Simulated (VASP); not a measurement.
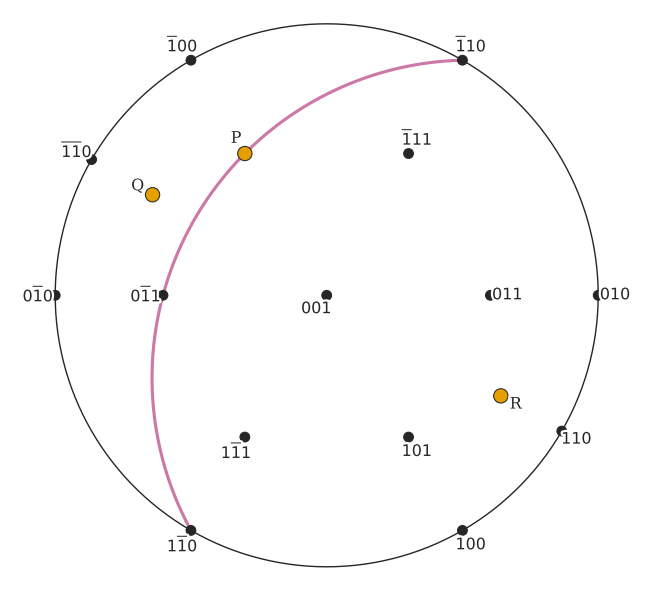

Stereographic projection of plane normals (upper hemisphere) centred on (0 0 1). Crystal: SiC, an entry of the Crystallography Open Database, as set up for an electronic-structure calculation. Symmetry computed with spglib at a tolerance of 0.002 Å; standard conventional cell.

a = 3.076 Å, b = 3.076 Å, c = 5.048 Å, α = 90.00°, β = 90.00°, γ = 120.00°.

Q: Index the poles marked P, Q, R.

A: P is (−1 0 1), in four indices (−1 0 1 1), 62.2° from the centre; Q is (−1 −1 1), in four indices (−1 −1 2 1), 73.1° from the centre; R is (1 1 1), in four indices (1 1 −2 1), 73.1° from the centre.

Q: Which zone does the coloured great circle trace?

A: The zone [1 1 1]: its poles satisfy h + k + l = 0.

Q: What is the angle between the normals of (1 0 0) and (0 −1 1), and what are their d_hkl = 1/|g|?

A: 116.2°; d = 2.664 Å and 2.356 Å.
